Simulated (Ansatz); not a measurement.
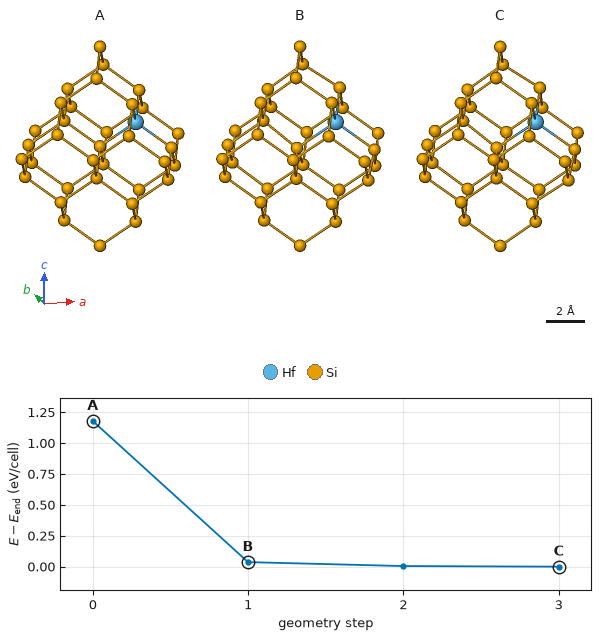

Frames of a relaxation of a defect cell of composition HfSi39 (coarse preliminary run), marked on the history of the run. A ball-and-stick model of the atoms within 5.8 Å of the atom that moves most (axes of the conventional cell (2 times the calculation's cell) (origin shifted)), seen slightly off an axis. Lengths and directions refer to the drawn axes.

Case: Hf on a Si site (b), charge +0, atoms relaxed at the host's cell.

All numbers below come from Ansatz, DFT PBE, scalar-relativistic, plane waves, PAW. Settings: plane-wave cutoff 420 eV; k-point mesh 1 × 1 × 1; occupations gaussian; smearing width 0.01 eV; no spin polarisation; atoms relaxed in a fixed cell; force threshold 0.025 eV/Å; at most 45 steps.

### Describe the path.

The largest moves, 0.20 Å, are those of Si atoms. Hf stays in place. The cell stays as it was. Some distances before and after: Hf–Si 2.369 → 2.570 Å, Si–Si 2.369 → 2.328 Å, Si–Si 2.369 → 2.349 Å, Si–Si 2.369 → 2.377 Å. Among the angles between lasting bonds that change: Si–Si–Si 109.5° → 102.7°, Hf–Si–Si 109.5° → 103.6°, Si–Si–Si 109.5° → 114.8°. The energy falls by 1.179 eV per cell of the calculation in 3 geometry steps. Largest force component: 2 eV/Å at the start, 0.011 eV/Å at the end. Cost: 24 s on 4 threads of Arm Neoverse N1, with other jobs on the host, peak memory 0.79 GiB. From step 0 to 1: Si atoms move most (0.20 Å), energy −1.142 eV per cell of the calculation. From step 1 to 3: Si atoms move most (0.04 Å), energy −36.9 meV per cell of the calculation.

| step | E − E(0), meV/atom | largest force component, eV/Å |
| --- | --- | --- |
| 0 | 0.00 | 1.9847 |
| 1 | -28.56 | 0.1462 |
| 2 | -29.35 | 0.0368 |
| 3 | -29.48 | 0.0114 |
